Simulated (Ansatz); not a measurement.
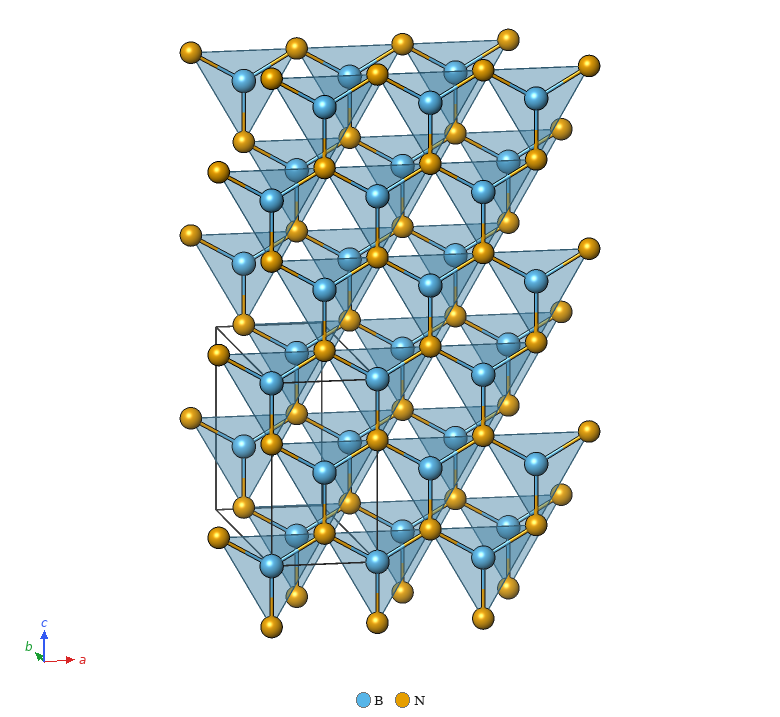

Polyhedra are drawn about B (bonds: B–N below 1.6 Å); other atoms are plain spheres.

BN (space group Fmm2, No. 42). Coordinates: the input geometry of an electronic-structure calculation (not necessarily at equilibrium).

Sharing among the drawn polyhedra:

```
site    polyhedron  corner-sharing neighbours  edge-sharing  face-sharing  bond (Å)
   B  BN3 triangle                          6             0             0      1.44
```

They form layers of corner-sharing triangles parallel to (010).
